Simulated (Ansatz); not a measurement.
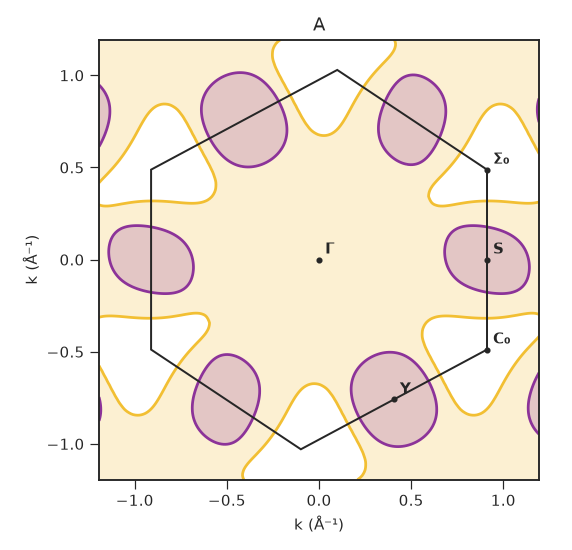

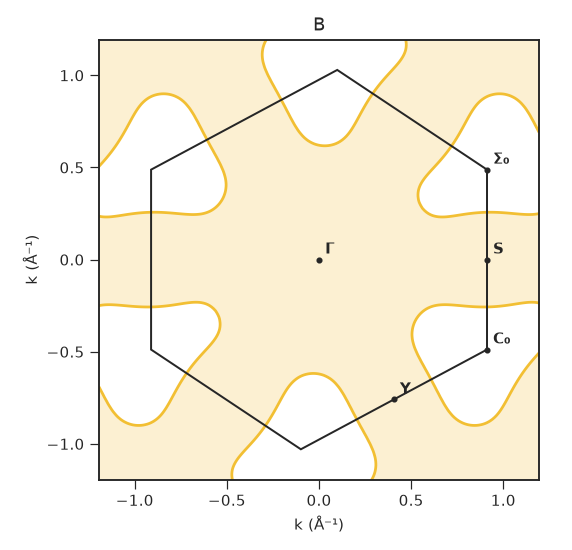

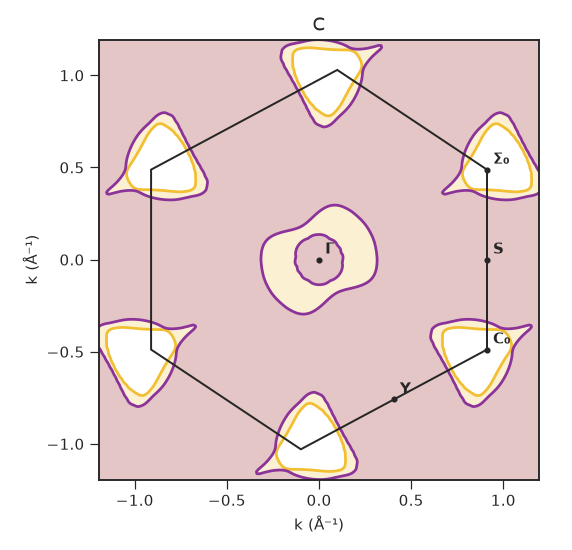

Constant-energy contours of a single layer of Ba (space group of the slab cell Cmmm) at the Fermi level, 0.25 eV below it and 0.25 eV above it, in shuffled order (rigid bands, one colour a band; states under the level are shaded).

Level of theory: DFT PBE, spin-orbit coupling, plane waves, PAW; levels and slopes on a dense k mesh at the converged density (Ansatz). Non-magnetic. With an inversion centre and no moment every band is doubly degenerate; a pair is shown and named once. The levels come from a k mesh of 40×40×1 points. The geometry was not relaxed.

Q: Which panel is which?

A: B lies 0.25 eV below, A is the Fermi surface and C lies 0.25 eV above: electron regions grow and hole regions shrink with energy.

Q: What does the calculation give for the electrons per cell that each shift takes, and for the density of states?

A: Lowering the level removes 0.51 electrons per primitive cell and raising it adds 1.5. The density of states goes from 0.82 through 4.0 to 15 states/eV.

Necks and pockets thinner than about two mesh steps aren't resolved, so separate pockets may in truth be joined.
